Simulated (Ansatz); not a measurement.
The structure in question:

```xyz
8
Lattice="2.5127 -0.0143 0.0064 -1.2687 2.1282 0.0017 0.1261 0.1114 47.4252" Properties=species:S:1:pos:R:3 pbc="T T T"
C    -1.1605    2.2014   37.2832
C    -1.2183    2.1373   13.6727
C     2.5880    0.0883   33.7596
C     2.5308    0.0236   10.1501
C     0.0657    1.5206   33.7564
C     0.0086    1.4558   10.1469
C     1.3619    0.7691   37.2864
C     1.3041    0.7051   13.6760
```

### Work out the structure from the coordinates.

The element is carbon. The cell holds eight atoms. The C atoms are each bonded to three C in a trigonal planar arrangement at 1.42 to 1.45 Å. The bonds build C layers parallel to (001).

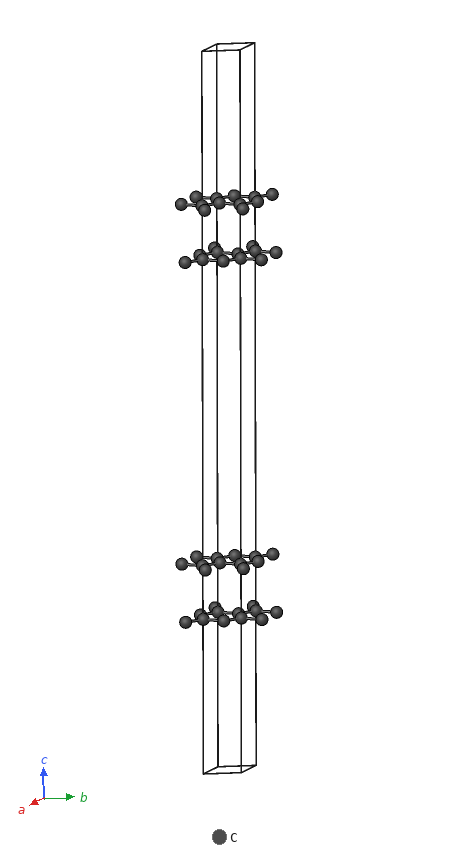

The figure gives a ball-and-stick picture of the atoms, viewed slightly off an axis. Lines trace the edges of the simulation cell. Neighbours across the faces are drawn wherever a bond reaches them. Colours: carbon dark grey.

The structure was taken from a structure listed in the Materials Project. The cell was then strained or its atoms displaced on purpose. The atoms were relaxed in a fixed cell with Ansatz, DFT r2SCAN, scalar-relativistic, plane waves, PAW.
